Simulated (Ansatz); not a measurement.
Input file:

```
crystal:
  lattice:
    - [5.335376226, 0.0, 0.0]
    - [0.0, 5.335376226, 0.0]
    - [0.0, 0.0, 2.9339624474]
  atoms:
    - { symbol: Si, position: [0.6717901107, 0.6717901107, 0.5] }
    - { symbol: Si, position: [0.1717901107, 0.8282098893, 0.25] }
    - { symbol: Si, position: [0.3282098893, 0.3282098893, 0.0] }
    - { symbol: Si, position: [0.8282098893, 0.1717901107, 0.75] }
    - { symbol: C, position: [0.8294338362, 0.8294338362, 0.0] }
    - { symbol: C, position: [0.3294338362, 0.6705661638, 0.75] }
    - { symbol: C, position: [0.1705661638, 0.1705661638, 0.5] }
    - { symbol: C, position: [0.6705661638, 0.3294338362, 0.25] }
basis:
  ecutwfc: 420
kpoints:
  mp_grid: { grid: [8, 8, 12] }
hamiltonian:
  xc: pbe
scf:
  occupations: { method: gaussian, width: 0.02 }
output:
  forces: true
  stress: true
  eigenvalues: true
  write_density: true
  write_potential: true
  elf: true
  volumetric_format: npy
relax:
  adjacent_minimum: "off"
  f_tol: 0.01
  max_steps: 80
  cell: { stress_tol: 0.05 }
```

Run with:

```sh
ansatz run input.yaml --threads 1 --pin off --max-ram 2560MiB --backend cpu --events-out ev --progress --plain --runs-dir out
```

Below, planes, directions and counts refer to the conventional cell (a = 5.34 Å, b = 5.34 Å, c = 2.93 Å, α = 90.00°, β = 90.00°, γ = 90.00°).

The fields are those of the relaxed geometry.

Space group P4₁2₁2; a structure generated by program, which may or may not match a known phase.

Theory: DFT PBE, scalar-relativistic, plane waves, PAW (Ansatz).

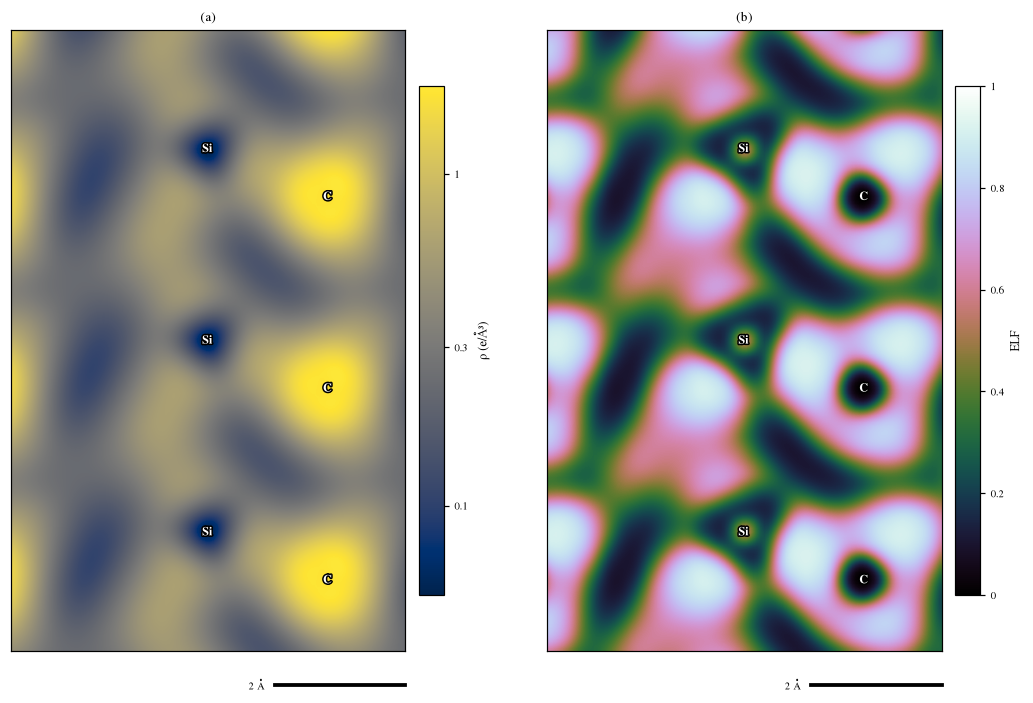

SiC. (a) valence electron density; (b) electron localisation function on the (100) plane of the conventional cell.

Core electrons are frozen (PAW), and the valence fields are smoothed inside the atomic spheres.

Interpret the plot.

Atoms in the plane: Si and C.
Atoms just off the plane (Si, 0.8 Å away and C, 0.8 Å away) can leave unmarked features too.
Si–C (1.97 Å): ρ is about 0.78 e/Å³ halfway; the ELF peaks at about 0.90 between the atoms, as expected for localised, covalent bonding.
Between the atoms the lowest density in this plane is 0.11 e/Å³.
